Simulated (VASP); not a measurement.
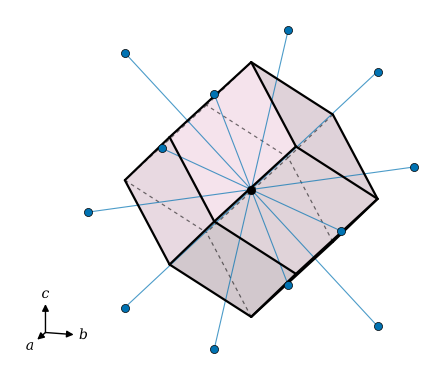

For PbSe, the end point of a relaxation with VASP Kohn-Sham DFT of a periodic cell, PBE with D3(BJ), VASP PAW PBE potentials, recommended (VASP): the Wigner–Seitz cell of the crystal's lattice, with lines to the lattice points that define its faces. All values are computed from the atomic coordinates in the standard setting (tolerance 0.002 Å).

a = 6.134 Å, b = 6.134 Å, c = 6.134 Å, α = 90.00°, β = 90.00°, γ = 90.00°; space group No. 225, Fm-3m.

Q: Which of Fedorov's five parallelohedra is it?

A: A rhombic dodecahedron: 12 faces (12 with 4 edges), 24 edges, 14 vertices. Its volume is that of the primitive cell, 57.7 Å³.

Q: Which lattice vectors do the faces bisect?

A:
```json
{"example": "1/2 a + 1/2 b", "length (Å)": "4.34", "faces": "12", "edges of each": "4", "area (Å²)": "6.7"}
```
